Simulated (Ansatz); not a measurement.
## Run report: Ta19N18, single-point calculation (part 2 of 2)

Continued. System: Ta19N18 (slab, 37 atoms in the cell). Method: DFT PBEsol, scalar-relativistic, plane waves, PAW, no spin polarisation (Ansatz 0.2.0); cutoff 420 eV, 12×3×1 k-mesh, Gaussian smearing of 0.1 eV. The structure derives from an entry of the Crystallography Open Database. It belongs to a series of runs on one base structure; here: (2 0 1) slab cut from the bulk.

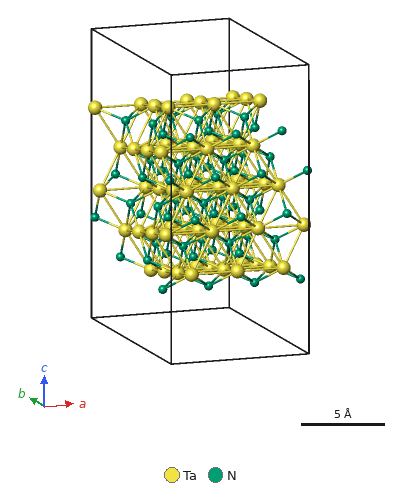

**Figure 1.** The structure (ball-and-stick view of the 3 × 1 repeat of the cell, with the vacuum cut short, seen slightly off an axis). An atom can appear more than once, as a periodic image.

**Output, continued**
```
  k-point 1: bands = ["-62.0993", "-62.0993", "-61.9147", "-61.9147", "-61.8981", "-61.8976", "-61.8424", "-61.8402", "-61.8105", "-61.7943", "-61.7828", "-61.7607", "-61.7407", "-61.7241", "-61.7218", "-61.6917", "-61.6660", "-61.6653", "-61.6444", "-29.0516", "-29.0142", "-28.9498", "-28.9376", "-28.9106", "-28.8776", "-28.8731", "-28.8649", "-28.8369", "-28.7729", "-28.7529", "-28.7345", "-28.6990", "-28.6790", "-28.6510", "-28.6298", "-28.5878", "-28.5058", "-28.4926", "-28.4368", "-28.4216",
      "-28.4105", "-28.3636", "-28.2950", "-28.2803", "-28.2797", "-28.2682", "-28.2361", "-28.2292", "-28.2159", "-28.2087", "-28.1891", "-28.1562", "-28.1346", "-28.1249", "-28.1171", "-28.1069", "-28.0762", "-28.0642", "-28.0543", "-28.0487", "-28.0047", "-28.0003", "-27.9855", "-27.9793", "-27.9656", "-27.9543", "-27.9340", "-27.9302", "-27.9255", "-27.9197", "-27.9099", "-27.8813", "-27.8767", "-27.8531", "-27.8408", "-27.8113", "-10.7973", "-10.4486", "-10.1940", "-9.8958",
      "-9.6777", "-9.5281", "-9.4557", "-9.3877", "-9.2154", "-9.1886", "-9.0506", "-8.9247", "-8.8830", "-8.5388", "-7.5953", "-7.5436", "-7.4665", "-7.4205", "-2.2854", "-2.0678", "-1.6527", "-1.4879", "-1.3477", "-1.1879", "-1.0406", "-1.0185", "-0.9095", "-0.6764", "-0.6215", "-0.4866", "-0.1508", "0.1708", "0.3885", "0.5299", "0.7309", "0.7560", "0.9497", "1.1153", "1.1721", "1.2326", "1.2711", "1.3949", "1.5178", "1.5421",
      "1.6115", "1.6236", "1.7560", "1.7981", "1.8134", "1.9061", "1.9960", "2.0716", "2.1301", "2.1929", "2.3149", "2.3160", "2.4068", "2.4494", "2.5175", "2.7151", "2.8478", "2.8905", "3.1008", "3.1506", "3.2409", "3.3532", "3.3934", "3.4737", "3.5527", "3.6664", "3.7048", "3.9655", "4.0125", "4.1661", "4.3416", "4.4315", "4.4872", "4.4912", "4.6019", "4.6673", "4.6962", "4.7089", "4.9165", "5.0546",
      "5.1004", "5.2292", "5.3848", "5.5118", "5.7105", "5.8021", "5.8769", "6.3111", "6.4116", "6.4832", "6.5831", "6.7153", "6.9220", "6.9761", "7.1225", "7.2422", "7.3303", "7.3723", "7.4310", "7.4574", "7.5674", "7.5719", "7.7384", "7.8180", "7.9065", "8.0456", "8.1744", "8.2833", "8.3560", "8.4274", "8.4597", "8.6511", "8.7707", "8.9005", "8.9154", "9.0333", "9.0709", "9.3003", "9.4659", "9.6395",
      "9.7155", "9.7811", "9.8085", "9.8947", "9.9031", "10.1217"]
  k-point 2: bands = ["-62.0961", "-62.0961", "-61.9116", "-61.9115", "-61.8949", "-61.8944", "-61.8387", "-61.8368", "-61.8071", "-61.7893", "-61.7797", "-61.7580", "-61.7384", "-61.7221", "-61.7189", "-61.6879", "-61.6636", "-61.6622", "-61.6423", "-29.0246", "-29.0072", "-28.9602", "-28.9256", "-28.9202", "-28.8708", "-28.8609", "-28.8489", "-28.8126", "-28.7517", "-28.7027", "-28.6832", "-28.6646", "-28.6402", "-28.6248", "-28.6155", "-28.5719", "-28.5565", "-28.5398", "-28.4993", "-28.4914",
      "-28.4331", "-28.3716", "-28.3459", "-28.3418", "-28.3083", "-28.2765", "-28.2568", "-28.2176", "-28.2048", "-28.1813", "-28.1768", "-28.1573", "-28.1448", "-28.1435", "-28.1235", "-28.1177", "-28.1081", "-28.0994", "-28.0902", "-28.0772", "-28.0571", "-28.0341", "-28.0304", "-28.0215", "-28.0099", "-27.9991", "-27.9821", "-27.9796", "-27.9397", "-27.9356", "-27.9176", "-27.9156", "-27.9095", "-27.8927", "-27.8789", "-27.8605", "-10.8028", "-10.1769", "-9.9543", "-9.8341",
      "-9.5955", "-9.5225", "-9.4888", "-9.3937", "-9.3424", "-9.3234", "-8.9877", "-8.7972", "-8.7768", "-8.5786", "-7.5558", "-7.5148", "-7.4402", "-7.4295", "-2.3463", "-1.7772", "-1.5911", "-1.4298", "-1.0578", "-0.9321", "-0.9212", "-0.7904", "-0.6586", "-0.5868", "-0.4853", "-0.4326", "-0.1490", "-0.0588", "0.1784", "0.2489", "0.3778", "0.6243", "0.7329", "0.8714", "1.0610", "1.2620", "1.3828", "1.3975", "1.4548", "1.4980",
      "1.5758", "1.6847", "1.7153", "1.8178", "1.8728", "1.8796", "1.9318", "2.0708", "2.0982", "2.2456", "2.2512", "2.2653", "2.3643", "2.4822", "2.5041", "2.5163", "2.5746", "2.5803", "2.6720", "2.8341", "3.0495", "3.0952", "3.2728", "3.4042", "3.6011", "3.6937", "3.9046", "4.0531", "4.1519", "4.2710", "4.2943", "4.3191", "4.4005", "4.4118", "4.6754", "4.7834", "4.8878", "5.0974", "5.1816", "5.2649",
      "5.4007", "5.4499", "5.7539", "5.7816", "5.8325", "5.9470", "6.0437", "6.3125", "6.3510", "6.4304", "6.4867", "6.5651", "6.7427", "6.7715", "6.8737", "7.0246", "7.0452", "7.1147", "7.2017", "7.3784", "7.4802", "7.5257", "7.6671", "7.8008", "7.9155", "7.9327", "7.9526", "8.1044", "8.2804", "8.4416", "8.5078", "8.6106", "8.7294", "8.8688", "9.0461", "9.1118", "9.2724", "9.4368", "9.4482", "9.4800",
      "9.5535", "9.6958", "9.7282", "9.8002", "9.9704", "10.1854"]
  k-point 18: bands = ["-62.0516", "-62.0516", "-61.8681", "-61.8681", "-61.8491", "-61.8491", "-61.7885", "-61.7885", "-61.7456", "-61.7322", "-61.7205", "-61.7205", "-61.7177", "-61.6874", "-61.6874", "-61.6256", "-61.6256", "-61.6235", "-61.6234", "-29.1199", "-29.1157", "-29.0609", "-29.0216", "-29.0058", "-28.9714", "-28.9620", "-28.9413", "-28.9401", "-28.9294", "-28.9099", "-28.8961", "-28.8601", "-28.8130", "-28.8087", "-28.7642", "-28.7386", "-28.7252", "-28.7204", "-28.7140", "-28.6889",
      "-28.6785", "-28.6319", "-28.6034", "-28.5962", "-28.5833", "-28.5356", "-28.5299", "-28.5105", "-28.4493", "-28.4153", "-28.4040", "-28.3592", "-28.3529", "-28.3518", "-28.3300", "-28.3180", "-28.2947", "-28.2844", "-28.2590", "-28.2510", "-28.2353", "-28.2331", "-28.2220", "-28.1869", "-28.1786", "-28.1683", "-28.1353", "-28.1345", "-28.1076", "-28.1009", "-28.0789", "-28.0720", "-28.0555", "-28.0279", "-27.9835", "-27.9726", "-9.5718", "-9.4996", "-9.2991", "-9.2704",
      "-9.1406", "-9.1006", "-8.9803", "-8.9384", "-8.8143", "-8.7073", "-8.6215", "-8.5549", "-8.3218", "-8.2368", "-7.0312", "-7.0298", "-6.9694", "-6.9544", "-2.2128", "-2.1009", "-1.6702", "-1.5232", "-1.3866", "-1.2415", "-1.0341", "-0.9745", "-0.8923", "-0.8378", "-0.7550", "-0.5790", "-0.3940", "-0.3394", "-0.1867", "-0.0867", "0.0032", "0.0400", "0.0809", "0.1149", "0.2238", "0.3002", "0.3386", "0.6010", "0.6807", "0.7790",
      "0.8240", "0.9073", "0.9570", "1.0197", "1.1999", "1.2500", "1.3747", "1.4933", "1.5294", "1.6216", "1.7250", "1.8058", "1.8282", "1.9355", "2.0204", "2.0501", "2.0832", "2.3105", "2.3969", "2.4176", "2.6038", "2.7237", "3.0917", "3.1216", "3.2363", "3.2698", "3.3685", "3.5409", "3.7564", "4.1087", "4.3940", "4.5770", "4.6791", "4.7014", "4.7483", "4.8060", "4.9057", "4.9728", "5.1457", "5.1739",
      "5.2504", "5.5441", "5.6721", "5.7182", "6.0705", "6.1466", "6.3787", "6.4305", "6.8279", "7.0168", "7.2225", "7.3809", "7.5255", "7.6544", "7.9128", "8.0030", "8.1812", "8.2436", "8.3629", "8.4126", "8.6522", "8.6768", "8.8085", "8.9331", "9.1070", "9.3166", "9.4121", "9.5204", "9.6307", "9.8568", "10.0160", "10.0601", "10.1627", "10.2616", "10.3779", "10.4066", "10.5612", "10.5715", "10.8394", "10.8853",
      "10.9537", "10.9982", "11.0251", "11.0970", "11.1542", "11.1907"]
```

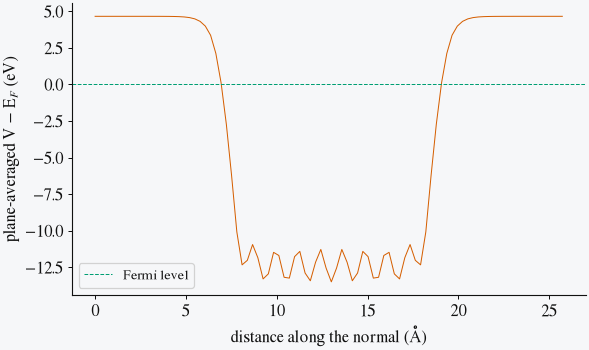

**Figure 2.** Plane average of the electrostatic potential energy of an electron across the cell, from the Fermi level. The vacuum level lies 4.66 eV above the Fermi level.

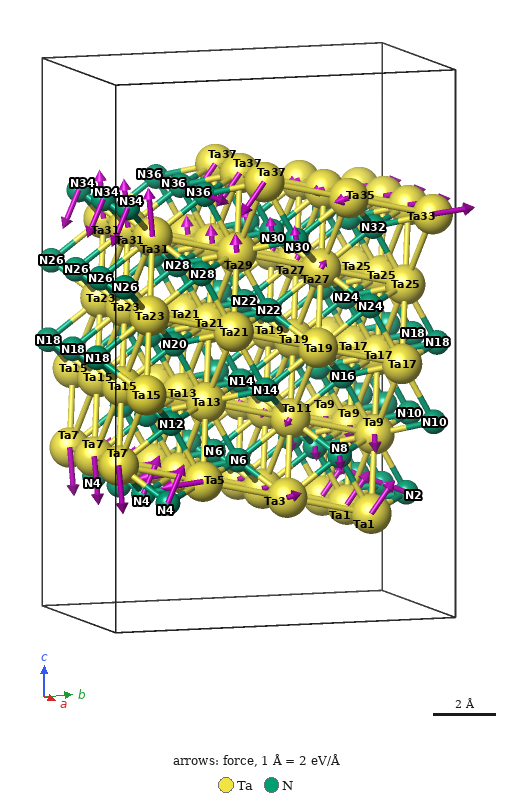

**Figure 3.** Forces on the atoms as pink arrows (ball-and-stick view of the 3 × 1 repeat of the cell, with the vacuum cut short, seen slightly off an axis; atoms are numbered from 1 in the order of the input); the smallest are left out. The largest act on Ta7, Ta31 (3.23 eV/Å); Ta5, Ta33 (2.92 eV/Å); N4, N34 (2.77 eV/Å); Ta1, Ta37 (2.69 eV/Å), among others. The geometry is not a stationary point of this energy.

This output came from the following input.

**The input**
```yaml
crystal:
  lattice:
    - [2.8894657382, 0.0, 0.0]
    - [-1.4447328691, 11.985719399, 0.0]
    - [0.0, 0.0, 26.0124303691]
  atoms:
    - { symbol: Ta, position: [0.8804485151, 0.7608970303, 0.2883236935] }
    - { symbol: "N", position: [0.4474889444, 0.8949778889, 0.3079233515] }
    - { symbol: Ta, position: [0.7608970303, 0.5217940606, 0.3118432831] }
    - { symbol: "N", position: [0.0743051162, 0.1486102323, 0.3157632147] }
    - { symbol: Ta, position: [0.6413455454, 0.2826910909, 0.3353628727] }
    - { symbol: "N", position: [0.2083859747, 0.4167719495, 0.3549625307] }
    - { symbol: Ta, position: [0.5217940606, 0.0435881212, 0.3588824623] }
    - { symbol: "N", position: [0.8352021464, 0.6704042929, 0.3628023939] }
    - { symbol: Ta, position: [0.4022425757, 0.8044851515, 0.3824020519] }
    - { symbol: "N", position: [0.969283005, 0.9385660101, 0.4020017099] }
    - { symbol: Ta, position: [0.2826910909, 0.5653821818, 0.4059216415] }
    - { symbol: "N", position: [0.5960991767, 0.1921983535, 0.4098415731] }
    - { symbol: Ta, position: [0.163139606, 0.3262792121, 0.4294412312] }
    - { symbol: "N", position: [0.7301800353, 0.4603600706, 0.4490408892] }
    - { symbol: Ta, position: [0.0435881212, 0.0871762424, 0.4529608208] }
    - { symbol: "N", position: [0.356996207, 0.7139924141, 0.4568807524] }
    - { symbol: Ta, position: [0.9240366363, 0.8480732726, 0.4764804104] }
    - { symbol: "N", position: [0.4910770656, 0.9821541312, 0.4960800684] }
    - { symbol: Ta, position: [0.8044851515, 0.6089703029, 0.5] }
    - { symbol: "N", position: [0.1178932373, 0.2357864747, 0.5039199316] }
    - { symbol: Ta, position: [0.6849336666, 0.3698673332, 0.5235195896] }
    - { symbol: "N", position: [0.2519740959, 0.5039481918, 0.5431192476] }
    - { symbol: Ta, position: [0.5653821818, 0.1307643635, 0.5470391792] }
    - { symbol: "N", position: [0.8787902676, 0.7575805352, 0.5509591108] }
    - { symbol: Ta, position: [0.4458306969, 0.8916613938, 0.5705587688] }
    - { symbol: "N", position: [0.0128711262, 0.0257422524, 0.5901584269] }
    - { symbol: Ta, position: [0.3262792121, 0.6525584241, 0.5940783585] }
    - { symbol: "N", position: [0.6396872979, 0.2793745958, 0.5979982901] }
    - { symbol: Ta, position: [0.2067277272, 0.4134554544, 0.6175979481] }
    - { symbol: "N", position: [0.7737681565, 0.547536313, 0.6371976061] }
    - { symbol: Ta, position: [0.0871762424, 0.1743524847, 0.6411175377] }
    - { symbol: "N", position: [0.4005843282, 0.8011686564, 0.6450374693] }
    - { symbol: Ta, position: [0.9676247575, 0.935249515, 0.6646371273] }
    - { symbol: "N", position: [0.5346651868, 0.0693303736, 0.6842367853] }
    - { symbol: Ta, position: [0.8480732726, 0.6961465453, 0.6881567169] }
    - { symbol: "N", position: [0.1614813585, 0.322962717, 0.6920766485] }
    - { symbol: Ta, position: [0.7285217878, 0.4570435756, 0.7116763065] }
basis:
  ecutwfc: 420
kpoints:
  mp_grid: { grid: [12, 3, 1] }
hamiltonian:
  xc: pbesol
scf:
  occupations: { method: gaussian, width: 0.1 }
output:
  forces: true
  stress: true
  eigenvalues: true
efield:
  axis: 3
  dipole_correction: true
  ramp_width: 0.04
```

Command:
```bash
ansatz run input.yaml --threads 4 --pin off --max-ram 10240MiB --backend cpu --events-out ev --progress --plain --runs-dir out
```

**Summary**

```tsv
quantity	value
outcome	converged
electrons treated	337
free energy	−193161.0528 eV
work function, top face	4.66 eV
work function, bottom face	4.66 eV
Fermi energy	6.439 eV
gap on the k-point mesh	none (metallic)
work function (upper face)	4.66 eV
largest force (length of the vector)	3.231 eV/Å
hardware	4 threads of Intel Xeon @ 2.50GHz (Skylake/Cascade Lake), 192 GiB of memory available, shared host
wall time	3.1 min (CPU time 12 min)
peak memory	4.6 GiB
```

The program warns: the k-point mesh lowers the symmetry that the run can use. Spin–orbit coupling is left out, which matters for Ta. The cell holds an odd number of electrons but the run has no spin polarisation, so a band is left half filled.
